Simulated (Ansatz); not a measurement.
Geometry relaxation of Mg2Si (part 2 of 2)

The same run, continued: Mg2Si (slab, 24 atoms in the cell); DFT PBE+D3(BJ), scalar-relativistic, plane waves, PAW, no spin polarisation (Ansatz 0.2.0); cutoff 420 eV, 2×2×1 k-mesh, Gaussian smearing of 0.05 eV. The structure derives from an entry of the Crystallography Open Database. The input holds or restrains some coordinates. Forces given for the steps count only the free coordinates. It belongs to a series of runs on one base structure; here: clean slab, lower planes held.

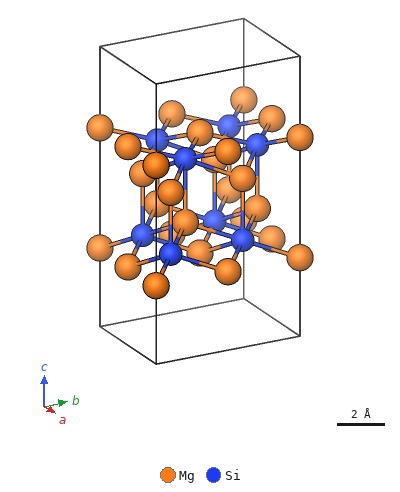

Fig. 1: The geometry at step 3 of the log (ball-and-stick view of the cell of the calculation, with the vacuum cut short, seen slightly off an axis).

## Output, continued
```
  k-point 0: bands = ["-76.2945", "-76.2945", "-76.2945", "-76.2945", "-76.1060", "-76.1060", "-76.1060", "-76.1060", "-75.7254", "-75.7254", "-75.7254", "-75.7254", "-75.6623", "-75.6623", "-75.6623", "-75.6623", "-43.1118", "-43.1117", "-43.1117", "-43.1117", "-43.0164", "-43.0164", "-43.0164", "-43.0162", "-43.0162", "-43.0162", "-43.0161", "-43.0161", "-42.9266", "-42.9266", "-42.9266", "-42.9266", "-42.8273", "-42.8273", "-42.8273", "-42.8270", "-42.8270", "-42.8270", "-42.8268", "-42.8268", "-42.4808", "-42.4808", "-42.4808", "-42.4803", "-42.4803", "-42.4803", "-42.4801", "-42.4801", "-42.4788", "-42.4788", "-42.4788", "-42.4787", "-42.4163", "-42.4163", "-42.4163", "-42.4162", "-42.4162", "-42.4161", "-42.4161", "-42.4161", "-42.4153", "-42.4150", "-42.4150", "-42.4150", "-8.6968", "-7.9034", "-7.2928", "-7.2928", "-7.2928", "-6.9710", "-6.9710", "-6.9710", "-4.3456", "-4.3456", "-4.3456", "-4.0222", "-4.0222", "-4.0222", "-3.5127", "-1.7167", "-1.7167", "-1.7167", "-1.5167", "-1.5167", "-1.5167", "-1.5071", "-1.1935", "-1.1935", "-1.1935", "-0.8584", "-0.8584", "-0.8584", "-0.3006", "-0.3006", "0.0653", "0.0653", "0.7615", "0.7615", "0.7615", "1.0322", "1.1176", "1.1176", "1.1176", "1.4029", "1.4029", "1.4029", "2.0035", "2.0280", "2.0280", "2.0280", "2.2593", "2.5537", "2.8980", "2.8980", "3.0803", "3.0803", "3.1232", "3.2504", "3.2504", "3.2504"]
  k-point 1: bands = ["-76.2945", "-76.2945", "-76.2945", "-76.2945", "-76.1060", "-76.1060", "-76.1060", "-76.1060", "-75.7254", "-75.7254", "-75.7254", "-75.7254", "-75.6623", "-75.6623", "-75.6623", "-75.6623", "-43.1118", "-43.1118", "-43.1117", "-43.1117", "-43.0164", "-43.0164", "-43.0163", "-43.0163", "-43.0162", "-43.0162", "-43.0161", "-43.0161", "-42.9266", "-42.9266", "-42.9266", "-42.9266", "-42.8272", "-42.8272", "-42.8271", "-42.8271", "-42.8271", "-42.8271", "-42.8269", "-42.8269", "-42.4807", "-42.4807", "-42.4805", "-42.4805", "-42.4804", "-42.4804", "-42.4802", "-42.4802", "-42.4788", "-42.4788", "-42.4787", "-42.4787", "-42.4162", "-42.4162", "-42.4162", "-42.4162", "-42.4162", "-42.4162", "-42.4162", "-42.4162", "-42.4151", "-42.4151", "-42.4150", "-42.4150", "-8.1981", "-8.1981", "-7.4738", "-7.4738", "-7.3847", "-7.3847", "-6.9376", "-6.9376", "-3.7066", "-3.7066", "-3.6049", "-3.6049", "-3.0326", "-3.0326", "-2.8191", "-2.8191", "-2.7833", "-2.7833", "-2.3536", "-2.3536", "-2.2046", "-2.2046", "-1.7901", "-1.7901", "-1.0682", "-1.0682", "-0.8900", "-0.8900", "-0.6398", "-0.6398", "-0.4552", "-0.4552", "1.1949", "1.1949", "1.2322", "1.2322", "1.5579", "1.5579", "1.6029", "1.6029", "1.9328", "1.9328", "2.4403", "2.4403", "3.0877", "3.0877", "3.2551", "3.2551", "3.2913", "3.2913", "3.4328", "3.4328", "3.6542", "3.6542", "3.7250", "3.7250"]
--- Relaxed structure (4 steps of the walk, 4 accepted, 0 SCFs on fresh bases) ---
  F+E_penalty+E_count = -35870.17247335 eV   max|allowed force component| = 1.751e-2 eV/Å
  atoms:
    - { symbol: Mg, position: [0.5, 0.5, 0.3732535139] }
    - { symbol: Mg, position: [0.5, 0.0, 0.3732535139] }
    - { symbol: Mg, position: [-5.551115123125783e-17, 0.5, 0.3732535139] }
    - { symbol: Mg, position: [0.0, 0.0, 0.3732535139] }
    - { symbol: Si, position: [0.33333333333333337, 0.16666666666666669, 0.4155023426] }
    - { symbol: Si, position: [0.33333333333333337, 0.6666666666666667, 0.4155023426] }
    - { symbol: Si, position: [0.8333333333333335, 0.16666666666666669, 0.4155023426] }
    - { symbol: Si, position: [0.8333333333333335, 0.6666666666666667, 0.4155023426] }
    - { symbol: Mg, position: [0.6666666666666667, 0.3333333333333334, 0.4577511713] }
    - { symbol: Mg, position: [0.6666666666666666, 0.8333333333333334, 0.4577511713] }
    - { symbol: Mg, position: [0.16666666666666666, 0.3333333333333334, 0.4577511713] }
    - { symbol: Mg, position: [0.16666666666666663, 0.8333333333333334, 0.4577511713] }
    - { symbol: Mg, position: [0.8333333333333335, 0.6666666666666667, 0.5415162950647141] }
    - { symbol: Mg, position: [0.8333333333333335, 0.16666666666666669, 0.5415162950647141] }
    - { symbol: Mg, position: [0.33333333333333337, 0.6666666666666667, 0.5415162950647141] }
    - { symbol: Mg, position: [0.33333333333333337, 0.16666666666666669, 0.5415162950647141] }
    - { symbol: Si, position: [0.6666666666666667, 0.3333333333333334, 0.5876191907508422] }
    - { symbol: Si, position: [0.6666666666666666, 0.8333333333333334, 0.5876191907508421] }
    - { symbol: Si, position: [0.16666666666666666, 0.3333333333333334, 0.5876191907508421] }
    - { symbol: Si, position: [0.16666666666666663, 0.8333333333333334, 0.5876191907508421] }
    - { symbol: Mg, position: [-5.551115123125783e-17, 0.5, 0.6190123213529016] }
    - { symbol: Mg, position: [3.5819924227206507e-35, 5.34727108528693e-34, 0.6190123213529016] }
    - { symbol: Mg, position: [0.5, 0.5, 0.6190123213529016] }
    - { symbol: Mg, position: [0.5, 0.0, 0.6190123213529016] }
```

## Trajectory as extended XYZ (Å, eV, eV/Å), 4 frames, from step=1 to step=4
```
24
Lattice="8.8723 0.0000 0.0000 -4.4362 7.6836 0.0000 0.0000 0.0000 21.4332" Properties=species:S:1:pos:R:3:forces:R:3 step=1 energy=-35869.94200
Mg    2.2181    3.8418    8.0000    0.0000   0.0000   0.5214
Mg    4.4362    0.0000    8.0000    0.0000   0.0000   0.5214
Mg   -2.2181    3.8418    8.0000    0.0000   0.0000   0.5214
Mg    0.0000    0.0000    8.0000    0.0000   0.0000   0.5214
Si    2.2181    1.2806    8.9055    0.0000   0.0000  -0.5321
Si    0.0000    5.1224    8.9055    0.0000   0.0000  -0.5321
Si    6.6542    1.2806    8.9055    0.0000   0.0000  -0.5321
Si    4.4362    5.1224    8.9055    0.0000   0.0000  -0.5321
Mg    4.4362    2.5612    9.8111    0.0000   0.0000  -0.0718
Mg    2.2181    6.4030    9.8111    0.0000   0.0000  -0.0718
Mg    0.0000    2.5612    9.8111    0.0000   0.0000  -0.0718
Mg   -2.2181    6.4030    9.8111    0.0000   0.0000  -0.0718
Mg    4.4362    5.1224   11.6221    0.0000   0.0000   0.0716
Mg    6.6542    1.2806   11.6221    0.0000   0.0000   0.0716
Mg    0.0000    5.1224   11.6221    0.0000   0.0000   0.0716
Mg    2.2181    1.2806   11.6221    0.0000   0.0000   0.0716
Si    4.4362    2.5612   12.5276    0.0000   0.0000   0.5325
Si    2.2181    6.4030   12.5276    0.0000   0.0000   0.5325
Si    0.0000    2.5612   12.5276    0.0000   0.0000   0.5325
Si   -2.2181    6.4030   12.5276    0.0000   0.0000   0.5325
Mg   -2.2181    3.8418   13.4332    0.0000   0.0000  -0.5214
Mg    0.0000    0.0000   13.4332    0.0000   0.0000  -0.5214
Mg    2.2181    3.8418   13.4332    0.0000   0.0000  -0.5214
Mg    4.4362    0.0000   13.4332    0.0000   0.0000  -0.5214
24
Lattice="8.8723 0.0000 0.0000 -4.4362 7.6836 0.0000 0.0000 0.0000 21.4332" Properties=species:S:1:pos:R:3:forces:R:3 step=2 energy=-35870.14689
Mg    2.2181    3.8418    8.0000    0.0000   0.0000   0.5138
Mg    4.4362    0.0000    8.0000    0.0000   0.0000   0.5138
Mg   -2.2181    3.8418    8.0000    0.0000   0.0000   0.5138
Mg    0.0000    0.0000    8.0000    0.0000   0.0000   0.5138
Si    2.2181    1.2806    8.9055    0.0000   0.0000  -0.4643
Si    0.0000    5.1224    8.9055    0.0000   0.0000  -0.4643
Si    6.6542    1.2806    8.9055    0.0000   0.0000  -0.4643
Si    4.4362    5.1224    8.9055    0.0000   0.0000  -0.4643
Mg    4.4362    2.5612    9.8111    0.0000   0.0000   0.0312
Mg    2.2181    6.4030    9.8111    0.0000   0.0000   0.0312
Mg    0.0000    2.5612    9.8111    0.0000   0.0000   0.0312
Mg   -2.2181    6.4030    9.8111    0.0000   0.0000   0.0312
Mg    4.4362    5.1224   11.6415    0.0000   0.0000  -0.2466
Mg    6.6542    1.2806   11.6415    0.0000   0.0000  -0.2466
Mg    0.0000    5.1224   11.6415    0.0000   0.0000  -0.2466
Mg    2.2181    1.2806   11.6415    0.0000   0.0000  -0.2466
Si    4.4362    2.5612   12.5861    0.0000   0.0000   0.0390
Si    2.2181    6.4030   12.5861    0.0000   0.0000   0.0390
Si    0.0000    2.5612   12.5861    0.0000   0.0000   0.0390
Si   -2.2181    6.4030   12.5861    0.0000   0.0000   0.0390
Mg   -2.2181    3.8418   13.2382    0.0000   0.0000   0.1267
Mg    0.0000    0.0000   13.2382    0.0000   0.0000   0.1267
Mg    2.2181    3.8418   13.2382    0.0000   0.0000   0.1267
Mg    4.4362    0.0000   13.2382    0.0000   0.0000   0.1267
24
Lattice="8.8723 0.0000 0.0000 -4.4362 7.6836 0.0000 0.0000 0.0000 21.4332" Properties=species:S:1:pos:R:3:forces:R:3 step=3 energy=-35870.17247
Mg    2.2181    3.8418    8.0000    0.0000   0.0000   0.5087
Mg    4.4362    0.0000    8.0000    0.0000   0.0000   0.5087
Mg   -2.2181    3.8418    8.0000    0.0000   0.0000   0.5087
Mg    0.0000    0.0000    8.0000    0.0000   0.0000   0.5087
Si    2.2181    1.2806    8.9055    0.0000   0.0000  -0.5521
Si    0.0000    5.1224    8.9055    0.0000   0.0000  -0.5521
Si    6.6542    1.2806    8.9055    0.0000   0.0000  -0.5521
Si    4.4362    5.1224    8.9055    0.0000   0.0000  -0.5521
Mg    4.4362    2.5612    9.8111    0.0000   0.0000   0.0516
Mg    2.2181    6.4030    9.8111    0.0000   0.0000   0.0516
Mg    0.0000    2.5612    9.8111    0.0000   0.0000   0.0516
Mg   -2.2181    6.4030    9.8111    0.0000   0.0000   0.0516
Mg    4.4362    5.1224   11.6064    0.0000   0.0000   0.0017
Mg    6.6542    1.2806   11.6064    0.0000   0.0000   0.0017
Mg    0.0000    5.1224   11.6064    0.0000   0.0000   0.0017
Mg    2.2181    1.2806   11.6064    0.0000   0.0000   0.0017
Si    4.4362    2.5612   12.5945    0.0000   0.0000  -0.0173
Si    2.2181    6.4030   12.5945    0.0000   0.0000  -0.0173
Si    0.0000    2.5612   12.5945    0.0000   0.0000  -0.0173
Si   -2.2181    6.4030   12.5945    0.0000   0.0000  -0.0173
Mg   -2.2181    3.8418   13.2674    0.0000   0.0000   0.0074
Mg    0.0000    0.0000   13.2674    0.0000   0.0000   0.0074
Mg    2.2181    3.8418   13.2674    0.0000   0.0000   0.0074
Mg    4.4362    0.0000   13.2674    0.0000   0.0000   0.0074
24
Lattice="8.8723 0.0000 0.0000 -4.4362 7.6836 0.0000 0.0000 0.0000 21.4332" Properties=species:S:1:pos:R:3:forces:R:3 step=4 energy=-35870.17247
Mg    2.2181    3.8418    8.0000    0.0000   0.0000   0.5087
Mg    4.4362    0.0000    8.0000    0.0000   0.0000   0.5087
Mg   -2.2181    3.8418    8.0000    0.0000   0.0000   0.5087
Mg    0.0000    0.0000    8.0000    0.0000   0.0000   0.5087
Si    2.2181    1.2806    8.9055    0.0000   0.0000  -0.5518
Si    0.0000    5.1224    8.9055    0.0000   0.0000  -0.5518
Si    6.6542    1.2806    8.9055    0.0000   0.0000  -0.5518
Si    4.4362    5.1224    8.9055    0.0000   0.0000  -0.5518
Mg    4.4362    2.5612    9.8111    0.0000   0.0000   0.0517
Mg    2.2181    6.4030    9.8111    0.0000   0.0000   0.0517
Mg    0.0000    2.5612    9.8111    0.0000   0.0000   0.0517
Mg   -2.2181    6.4030    9.8111    0.0000   0.0000   0.0517
Mg    4.4362    5.1224   11.6064    0.0000   0.0000   0.0016
Mg    6.6542    1.2806   11.6064    0.0000   0.0000   0.0016
Mg    0.0000    5.1224   11.6064    0.0000   0.0000   0.0016
Mg    2.2181    1.2806   11.6064    0.0000   0.0000   0.0016
Si    4.4362    2.5612   12.5945    0.0000   0.0000  -0.0175
Si    2.2181    6.4030   12.5945    0.0000   0.0000  -0.0175
Si    0.0000    2.5612   12.5945    0.0000   0.0000  -0.0175
Si   -2.2181    6.4030   12.5945    0.0000   0.0000  -0.0175
Mg   -2.2181    3.8418   13.2674    0.0000   0.0000   0.0074
Mg    0.0000    0.0000   13.2674    0.0000   0.0000   0.0074
Mg    2.2181    3.8418   13.2674    0.0000   0.0000   0.0074
Mg    4.4362    0.0000   13.2674    0.0000   0.0000   0.0074
```

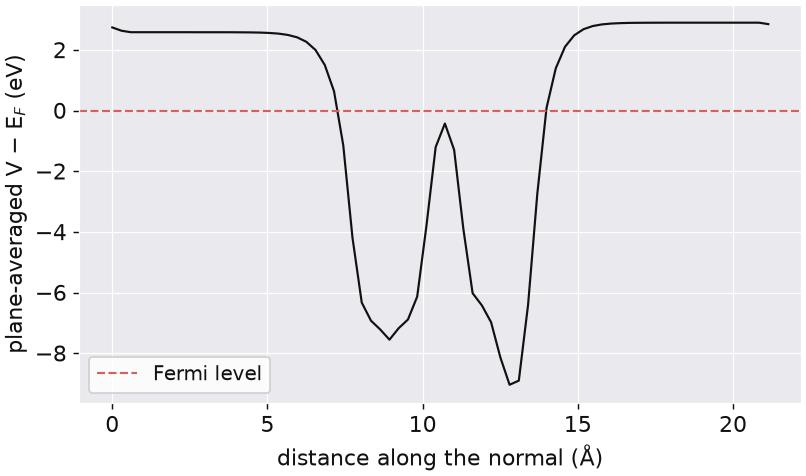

Fig. 2: Plane average of the electrostatic potential energy of an electron across the cell, from the Fermi level. The vacuum level lies 2.90 eV above the Fermi level on the upper side and 2.58 eV on the lower.

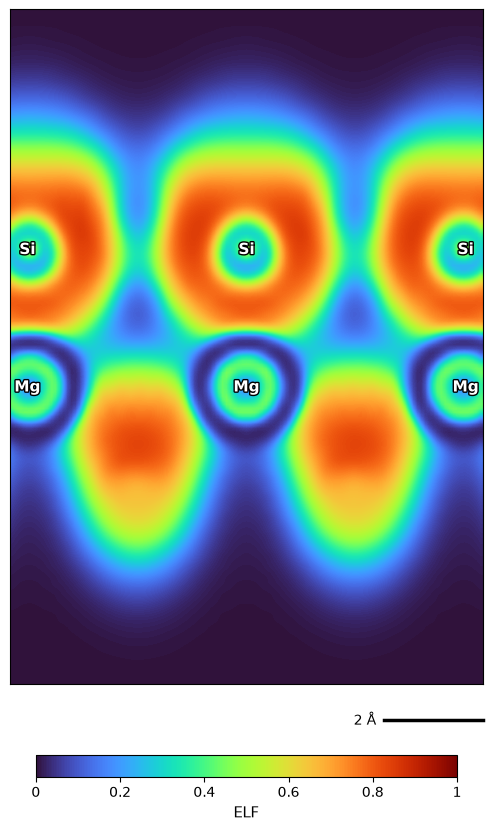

Fig. 3: ELF on the (100) plane of the calculation cell, a cut from vacuum to vacuum. Atoms in the plane: Mg and Si. Core electrons are frozen (PAW), so the fields are smoothed inside the atomic spheres.

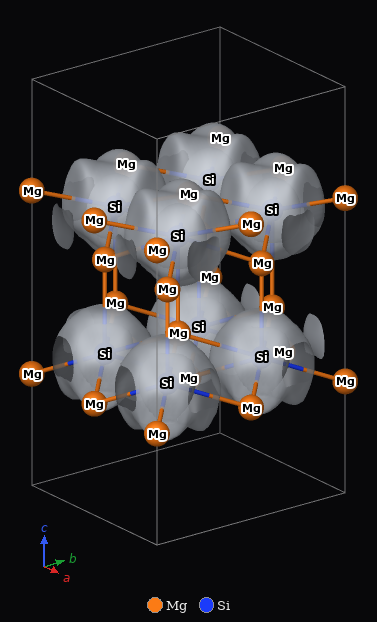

Fig. 4: Isosurface of the electron localisation function at 0.75 (grey), seen slightly off an axis. Only the valence region is drawn (cores and ρ < 0.01 e/Å³ removed). Sticks mark near contacts. Along the contacts the grid gives the following. Mg–Si (2.65 Å): the ELF is about 0.85 at the midpoint. Mg–Si (2.70 Å): the ELF is about 0.75 at the midpoint.

This output came from the following input.

## The input
```yaml
crystal:
  lattice:
    - [8.8723031321, 0.0, 0.0]
    - [-4.4361515661, 7.6836399025, 0.0]
    - [0.0, 0.0, 21.4331538793]
  atoms:
    - { symbol: Mg, position: [0.5, 0.5, 0.3732535139] }
    - { symbol: Mg, position: [0.5, 0.0, 0.3732535139] }
    - { symbol: Mg, position: [0.0, 0.5, 0.3732535139] }
    - { symbol: Mg, position: [0.0, 0.0, 0.3732535139] }
    - { symbol: Si, position: [0.3333333333, 0.1666666667, 0.4155023426] }
    - { symbol: Si, position: [0.3333333333, 0.6666666667, 0.4155023426] }
    - { symbol: Si, position: [0.8333333333, 0.1666666667, 0.4155023426] }
    - { symbol: Si, position: [0.8333333333, 0.6666666667, 0.4155023426] }
    - { symbol: Mg, position: [0.6666666667, 0.3333333333, 0.4577511713] }
    - { symbol: Mg, position: [0.6666666667, 0.8333333333, 0.4577511713] }
    - { symbol: Mg, position: [0.1666666667, 0.3333333333, 0.4577511713] }
    - { symbol: Mg, position: [0.1666666667, 0.8333333333, 0.4577511713] }
    - { symbol: Mg, position: [0.8333333333, 0.6666666667, 0.5422488287] }
    - { symbol: Mg, position: [0.8333333333, 0.1666666667, 0.5422488287] }
    - { symbol: Mg, position: [0.3333333333, 0.6666666667, 0.5422488287] }
    - { symbol: Mg, position: [0.3333333333, 0.1666666667, 0.5422488287] }
    - { symbol: Si, position: [0.6666666667, 0.3333333333, 0.5844976574] }
    - { symbol: Si, position: [0.6666666667, 0.8333333333, 0.5844976574] }
    - { symbol: Si, position: [0.1666666667, 0.3333333333, 0.5844976574] }
    - { symbol: Si, position: [0.1666666667, 0.8333333333, 0.5844976574] }
    - { symbol: Mg, position: [0.0, 0.5, 0.6267464861] }
    - { symbol: Mg, position: [0.0, 0.0, 0.6267464861] }
    - { symbol: Mg, position: [0.5, 0.5, 0.6267464861] }
    - { symbol: Mg, position: [0.5, 0.0, 0.6267464861] }
basis:
  ecutwfc: 420
kpoints:
  mp_grid: { grid: [2, 2, 1] }
hamiltonian:
  xc: pbe
  dispersion: d3bj
scf:
  occupations: { method: gaussian, width: 0.05 }
output:
  forces: true
  eigenvalues: true
  write_density: true
  write_potential: true
  elf: true
  volumetric_format: npy
relax:
  adjacent_minimum: "off"
  f_tol: 0.03
  max_steps: 70
  constraints: [{ sites: [0, 1, 2, 3, 4, 5, 6, 7, 8, 9, 10, 11] }]
efield:
  axis: 3
  dipole_correction: true
  ramp_width: 0.04
```

Command:
```bash
ansatz run input.yaml --threads 4 --pin off --max-ram 12288MiB --backend cpu --events-out ev --progress --plain --runs-dir out
```

## Results in brief

| quantity | value |
| --- | --- |
| outcome | converged under the restraints of the input |
| electrons treated | 192 |
| free energy | −35870.1725 eV |
| work function, top face | 2.90 eV |
| work function, bottom face | 2.58 eV |
| Fermi energy | 0.413 eV |
| gap on the k-point mesh | 0.70 eV |
| final volume | 1461.13 Å³ |
| work function (upper face) | 2.90 eV |
| largest force (length of the vector) at the end, held atoms and coordinates included | 0.552 eV/Å |
| hardware | 4 threads of AMD EPYC (Zen 5), 16 GiB of memory available, shared host |
| wall time | 9.6 s (CPU time 36 s) |
| peak memory | 1.9 GiB |
